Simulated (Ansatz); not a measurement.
# Geometry relaxation, with input and output: Hf₈O₁₇ (part 3 of 3)

The same run, continued: Hf₈O₁₇ (defect cell, 25 atoms in the cell); DFT PBE, scalar-relativistic, plane waves, PAW, no spin polarisation (Ansatz 0.2.0); cutoff 420 eV, 2×2×2 k-mesh, Gaussian smearing of 0.02 eV. The structure derives from a Materials Project entry. It belongs to a series of runs on one base structure; here: O_i, charge +0, atoms relaxed at the host's cell.

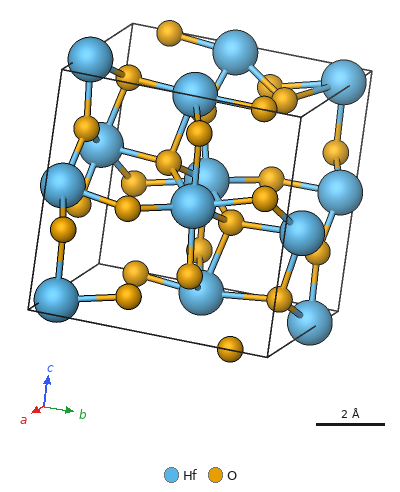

The geometry at step 12 of the log (ball-and-stick view of the cell of the calculation, seen slightly off an axis).

Output, continued:
```
--- Relaxed structure (18 steps of the walk, 17 accepted, 0 SCFs on fresh bases) ---
  F+E_penalty+E_count = -135455.76963119 eV   max|allowed force component| = 1.714e-2 eV/Å
  atoms:
    - { symbol: Hf, position: [0.2931889847248849, 0.016657336756856406, 0.5510098022066583] }
    - { symbol: Hf, position: [0.2879775448574862, 0.5077395878657945, 0.04134106560567] }
    - { symbol: Hf, position: [0.2081932265546283, 0.44612378751545484, 0.4770597534560041] }
    - { symbol: Hf, position: [0.1956029145737772, 0.9464740678868764, 0.9757345209826835] }
    - { symbol: Hf, position: [0.7047866571060641, 0.4808905447972349, 0.9333711236411846] }
    - { symbol: Hf, position: [0.7205021920340745, 0.9999246680291072, 0.4604731615970625] }
    - { symbol: Hf, position: [0.8021610858045278, 0.060764701531871745, 0.01188454183894172] }
    - { symbol: Hf, position: [0.7920589558636164, 0.5572190835449998, 0.5030203540266028] }
    - { symbol: O, position: [0.014209852585669844, 0.10020396043000608, 0.3536599488286019] }
    - { symbol: O, position: [0.014295508077745572, 0.5996720977557602, 0.8530230757910137] }
    - { symbol: O, position: [0.48311140080463577, 0.13796955983518108, 0.8889703740892162] }
    - { symbol: O, position: [0.48250034377819434, 0.6404586725378671, 0.38644838629706973] }
    - { symbol: O, position: [0.9809936707305742, 0.3964579713033807, 0.13081894819831208] }
    - { symbol: O, position: [0.9814240353003414, 0.896012072806476, 0.6333155822707193] }
    - { symbol: O, position: [0.5218081976937745, 0.3646211289149564, 0.5925316779496932] }
    - { symbol: O, position: [0.5005525895069579, 0.8905161545556446, 0.1250685807478552] }
    - { symbol: O, position: [0.6668800504853496, 0.043164532832743185, 0.6977797192036381] }
    - { symbol: O, position: [0.6525221831784254, 0.5310348508568397, 0.18389975648572082] }
    - { symbol: O, position: [0.8525369724636673, 0.8034734007811999, 0.9630600062193444] }
    - { symbol: O, position: [0.8454508043260314, 0.30838926740441325, 0.46055377561482136] }
    - { symbol: O, position: [0.3210879114824722, 0.4266264024206071, 0.7815471807146694] }
    - { symbol: O, position: [0.3513617816990196, 0.9838165774280963, 0.30624164266351894] }
    - { symbol: O, position: [0.15566605406705797, 0.6973267166644865, 0.5171434822052398] }
    - { symbol: O, position: [0.15285310460504972, 0.1967442016287011, 0.0219872951753919] }
    - { symbol: O, position: [0.47988020719597557, 0.776730366615445, 0.947298715290366] }
```

Trajectory as extended XYZ (Å, eV, eV/Å), 4 of the 18 frames kept, from step=1 to step=18:
```
25
Lattice="-4.2678 0.0000 -5.2716 5.1609 5.2121 -0.0053 5.1609 -5.2121 -0.0053" Properties=species:S:1:pos:R:3:forces:R:3 step=1 energy=-135453.54360
Hf    1.6835   -2.8298   -1.5404    0.7670  -0.2942   0.2593
Hf    1.6835    2.3823   -1.5404   -0.8267  -0.6748   0.4309
Hf    3.9240   -0.2238   -1.1034    0.2961  -0.1350  -0.1163
Hf    9.0849   -0.2238   -1.1088    0.2926   0.6802   0.7734
Hf    4.3705   -2.3823   -3.7419    0.0964  -0.0805  -0.2432
Hf    4.3705    2.8298   -3.7419   -0.7392   0.2190  -0.4873
Hf   -3.0032    0.2189   -4.1708    0.3651   0.7891  -4.0250
Hf    2.1300    0.2238   -4.1788    0.2441   0.1486   0.2359
O     2.3391   -1.3406   -0.1256    0.1005  -0.0325   0.0575
O     7.5000   -1.3406   -0.1310   -0.2640  -0.0274  -0.2295
O     3.2684   -3.9467   -2.5182    1.3130   1.3811  -0.4011
O     3.2684    1.2654   -2.5182   -0.0756   0.3651   0.0378
O    -1.4460    1.3406   -5.1513    0.4174   0.2280  -0.3534
O     3.7150    1.3406   -5.1566    0.0773   0.1067   0.1099
O     2.7856   -1.2654   -2.7641   -0.3593   0.1395   0.0112
O     2.7731    4.0226   -2.7697    0.1957  -1.7214   0.8470
O     0.7991   -3.4708   -3.3991    1.4158  -0.5193  -0.4698
O     0.9283    1.7130   -3.4387    0.4061  -0.1172   0.0768
O     5.5722   -0.8931   -4.4820   -0.6670  -0.5749  -1.3623
O     0.4113   -0.8931   -4.4767   -0.0375  -0.1885  -0.0833
O     5.0607   -1.7984   -1.8784   -0.1494  -0.0710   1.3232
O     5.1257    3.4992   -1.8435   -0.6349   0.3042  -0.2471
O     5.6467    0.9515   -0.7366   -1.7348   0.2240   0.7447
O     0.4818    0.8931   -0.8002   -0.0091   0.3699  -0.1214
O     6.4948   -0.0111   -2.5126   -0.4898  -0.5188   3.2332
25
Lattice="-4.2678 0.0000 -5.2716 5.1609 5.2121 -0.0053 5.1609 -5.2121 -0.0053" Properties=species:S:1:pos:R:3:forces:R:3 step=7 energy=-135455.63421
Hf    1.7074   -2.8138   -1.5730    0.0136   0.1849  -0.0853
Hf    1.5805    2.3942   -1.4996   -0.0547   0.0867  -0.0535
Hf    3.8729   -0.1742   -1.1113   -0.0628  -0.0795  -0.1078
Hf    9.0258   -0.2126   -1.0967    0.0443  -0.1271  -0.0362
Hf    4.3180   -2.3816   -3.7285   -0.0271   0.0430  -0.0118
Hf    4.4703    2.8096   -3.8033   -0.0852  -0.0115   0.1648
Hf   -3.0539    0.2253   -4.2201   -0.0189  -0.0918  -0.0905
Hf    2.1038    0.2813   -4.1764    0.0784  -0.0843   0.0511
O     2.3070   -1.3572   -0.1168    0.0353   0.0156   0.0882
O     7.4784   -1.3867   -0.0420   -0.0374   0.0036  -0.0153
O     3.3580   -3.8825   -2.5924   -0.0558  -0.1605   0.0221
O     3.2625    1.3199   -2.5582    0.0010   0.0574  -0.0384
O    -1.4839    1.3389   -5.2048    0.0117   0.0454   0.0620
O     3.7157    1.3345   -5.2011   -0.0333  -0.0025   0.0428
O     2.7202   -1.1865   -2.7509   -0.0063  -0.0379  -0.0332
O     2.7945    3.9181   -2.7381    0.0703   0.0334   0.0057
O     1.0164   -3.3678   -3.5709   -0.0416   0.0201  -0.0258
O     0.9386    1.8040   -3.4473    0.0484   0.0440   0.0002
O     5.5419   -0.8690   -4.4969    0.0143   0.0505   0.0008
O     0.3604   -0.7909   -4.4600    0.0110   0.0851  -0.0144
O     4.9037   -1.8546   -1.7183    0.0381   0.0004   0.0334
O     5.1073    3.4856   -1.8861   -0.1156   0.0286  -0.0075
O     5.5867    0.9617   -0.8288   -0.0738  -0.0374   0.1296
O     0.4563    0.8514   -0.8347    0.0370   0.0507   0.0025
O     6.8795   -0.3858   -2.1731    0.2088  -0.1170  -0.0835
25
Lattice="-4.2678 0.0000 -5.2716 5.1609 5.2121 -0.0053 5.1609 -5.2121 -0.0053" Properties=species:S:1:pos:R:3:forces:R:3 step=12 energy=-135455.69141
Hf    1.6929   -2.7977   -1.5592   -0.0411  -0.1225   0.0513
Hf    1.5791    2.4710   -1.5273    0.1095  -0.4508   0.1480
Hf    3.8592   -0.1527   -1.0994    0.0376  -0.0082   0.0905
Hf    9.0730   -0.1891   -1.0747    0.0847   0.0998   0.0852
Hf    4.2824   -2.3686   -3.7225    0.1293   0.0241  -0.0330
Hf    4.4656    2.7863   -3.8011    0.0412  -0.0059  -0.1879
Hf   -3.0505    0.2263   -4.2550   -0.0065   0.0493   0.2848
Hf    2.0879    0.2856   -4.1730   -0.0338   0.0519  -0.0317
O     2.2914   -1.3301   -0.1012   -0.0158  -0.0551  -0.0338
O     7.4600   -1.3362   -0.0424   -0.0225   0.0555  -0.0393
O     3.2750   -3.9270   -2.5801   -0.0120   0.1125   0.0405
O     3.2627    1.3036   -2.5637   -0.0389   0.0476   0.0549
O    -1.4771    1.3900   -5.1865   -0.0154  -0.0549  -0.0719
O     3.7053    1.3534   -5.2002    0.0436   0.0141  -0.0103
O     2.7013   -1.2016   -2.7545    0.0295   0.0171   0.0402
O     3.0484    3.9767   -2.7153   -0.5153   0.2422   0.3381
O     0.9987   -3.4010   -3.5492    0.0617  -0.0450  -0.0045
O     0.9693    1.9043   -3.4617   -0.1117  -0.1681  -0.0421
O     5.5138   -0.8408   -4.5081   -0.1083  -0.0545  -0.0035
O     0.3302   -0.7553   -4.4111    0.0010  -0.0657  -0.0385
O     4.8455   -1.8688   -1.6678    0.0049   0.1021  -0.0193
O     5.1238    3.4667   -1.8446    0.0576   0.0321  -0.0239
O     5.5946    0.9232   -0.8136    0.0689   0.0832  -0.0677
O     0.4814    0.8808   -0.8520   -0.0040  -0.0024   0.0024
O     6.8539   -0.7376   -2.3648    0.2581   0.0998  -0.5307
25
Lattice="-4.2678 0.0000 -5.2716 5.1609 5.2121 -0.0053 5.1609 -5.2121 -0.0053" Properties=species:S:1:pos:R:3:forces:R:3 step=18 energy=-135455.76963
Hf    1.6784   -2.7851   -1.5486    0.0095  -0.0010  -0.0009
Hf    1.6047    2.4309   -1.5210    0.0027   0.0046  -0.0053
Hf    3.8759   -0.1612   -1.1024   -0.0007  -0.0014   0.0021
Hf    9.0856   -0.1525   -1.0414   -0.0039   0.0014   0.0053
Hf    4.2910   -2.3584   -3.7229   -0.0008  -0.0011  -0.0008
Hf    4.4620    2.8117   -3.8060   -0.0108   0.0011  -0.0029
Hf   -3.0485    0.2548   -4.2290    0.0026  -0.0001  -0.0068
Hf    2.0914    0.2825   -4.1810    0.0027  -0.0012   0.0020
O     2.2817   -1.3210   -0.0773   -0.0022   0.0001  -0.0021
O     7.4362   -1.3205   -0.0831    0.0022   0.0025   0.0015
O     3.2381   -3.9143   -2.5522   -0.0027   0.0001   0.0036
O     3.2406    1.3239   -2.5490    0.0045  -0.0001   0.0008
O    -1.4655    1.3845   -5.1742    0.0025   0.0008  -0.0001
O     3.7042    1.3692   -5.1818   -0.0007   0.0013   0.0005
O     2.7128   -1.1879   -2.7559   -0.0039  -0.0007   0.0004
O     3.1051    3.9896   -2.6441    0.0171  -0.0023   0.0002
O     0.9778   -3.4119   -3.5195    0.0076  -0.0047   0.0033
O     0.9049    1.8093   -3.4436    0.0035  -0.0034  -0.0015
O     5.4785   -0.8318   -4.5036   -0.0017   0.0012  -0.0014
O     0.3602   -0.7931   -4.4610   -0.0008   0.0007   0.0022
O     4.8649   -1.8499   -1.6991   -0.0030   0.0045   0.0014
O     5.1583    3.5316   -1.8591   -0.0011   0.0008  -0.0018
O     5.6034    0.9391   -0.8271   -0.0028   0.0000  -0.0012
O     0.4765    0.9109   -0.8069   -0.0053  -0.0046  -0.0020
O     6.8495   -0.8890   -2.5389   -0.0145   0.0015   0.0035
```

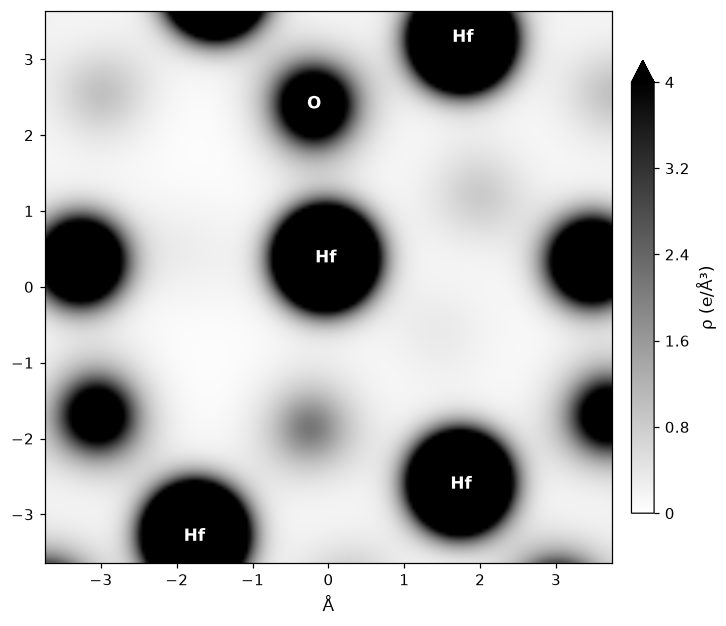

Valence charge density (pseudo) on the (001) plane of the calculation cell. Atoms in the plane: Hf and O. Hf–O (2.04 Å): the density is about 0.88 e/Å³ at the midpoint. Hf–O (2.15 Å): ρ at the midpoint is about 0.65 e/Å³. Away from the nuclei the density in this plane falls to 0.05 e/Å³ at its lowest. In a PAW calculation such maps are meaningful between the atoms, not at the nuclei.

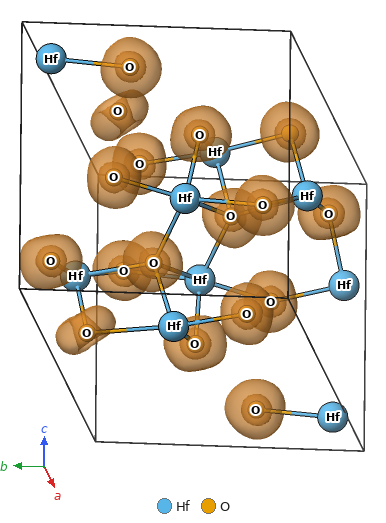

Isosurface of the electron localisation function at 0.75 (orange), seen at an oblique angle. Only the valence region is drawn (cores and ρ < 0.01 e/Å³ removed). Sticks mark near contacts. The outline is the calculation cell. Along the contacts the grid gives the following. O–O (1.46 Å): the ELF peaks at about 0.70 between the atoms. Hf–O (1.98 Å): the ELF peaks at about 0.85 in the valence shell of O, 0.6 Å from its nucleus, and drops to about 0.20 between the two atoms.

Results in brief:

| quantity | value |
| --- | --- |
| outcome | converged |
| electrons treated | 310 |
| free energy | −135455.7696 eV |
| Fermi energy | 16.012 eV |
| gap on the k-point mesh | 4.05 eV |
| final volume | 283.84 Å³ |
| largest force (length of the vector) at the end | 0.017 eV/Å |
| hardware | 8 threads of Arm Neoverse V2, 24 GiB of memory available, shared host |
| wall time | 2 min (CPU time 15 min) |
| peak memory | 1.3 GiB |

Remarks:

Spin–orbit coupling is left out, which matters for Hf.
